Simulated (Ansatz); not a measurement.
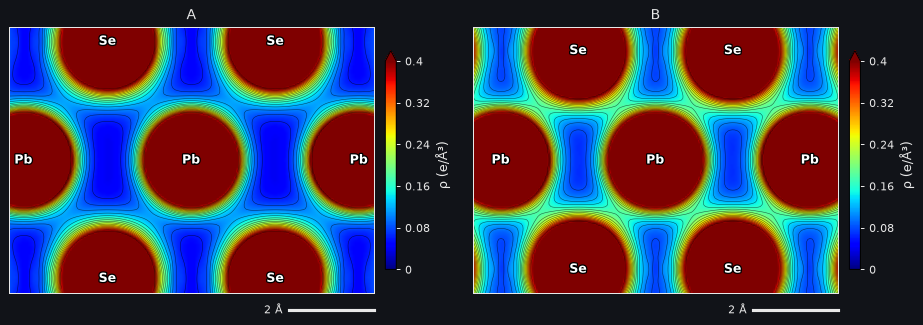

PbSe. The valence pseudo-density of two cells that differ in size, on the (11̄0) plane of each (indices in the axes of the calculation cell), at one length scale and on one colour scale: A has 31.1 Å³ an atom and B 24.4.

Level of theory: Ansatz 0.2.0, DFT r2SCAN, scalar-relativistic, plane waves, PAW.

The density is the valence pseudo-density of a PAW calculation; it isn't the true density close to the nuclei.

The larger cell:

```
Pb Se
1.0
     3.96135    0.00000    0.00000
     0.00000    3.96135    0.00000
     0.00000    0.00000    3.96135
Pb Se
1 1
Direct
  0.00000 0.00000 0.00000
  0.50000 0.50000 0.50000
```

The smaller cell: a = 3.652 Å, b = 3.652 Å, c = 3.652 Å, α = 90.00°, β = 90.00°, γ = 90.00°.

Q: What does the compression do to the bonding and the properties?

A: From the larger cell to the smaller, Pb–Se goes from 3.43 to 3.16 Å, and the density at its midpoint from 0.12 to 0.18 e/Å³; the pressure goes from −6 to 6 GPa.
